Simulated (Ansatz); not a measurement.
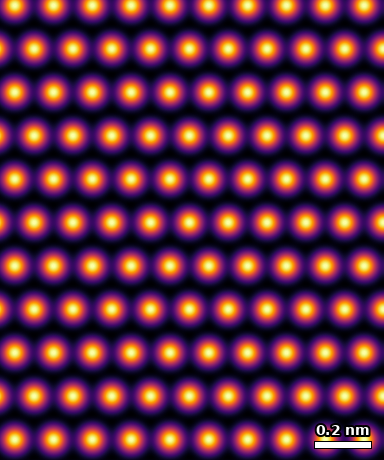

Dark-field STEM-like image of Pt (Im-3m, No. 229). Simulation: incoherent imaging, intensity Z^1.7 per atom, probe width 0.71 Å, thin sample. The probe carries 15 % of its weight in a tail 2.5 times as wide. The display is stretched by a gamma of 0.8; percentages refer to the linear signal. Structure used: coordinates from a relaxation with Ansatz, DFT, PBE, plane waves (420 eV) with PAW, scalar-relativistic; the starting structure was generated, so it need not be a known form of this composition.

Space group Im-3m (No. 229). a = 3.165 Å, b = 3.165 Å, c = 3.165 Å, α = 90.00°, β = 90.00°, γ = 90.00°
```json
{"atom": "Pt", "site": "2a", "symmetry": "m-3m", "x": "0.0000", "y": "0.0000", "z": "0.0000"}
```

**Along which zone axis is the crystal seen: [221], [110], [211] or [210]? (Directions equivalent by symmetry count as one.)**

[210]. The projected cells are 0.75 × 2.24 Å, 90° for [221]; 1.58 × 2.24 Å, 90° for [110]; 0.91 × 2.24 Å, 90° for [211]; 1.42 × 1.73 Å, 114° for [210], and the image repeats as the [210] one does.
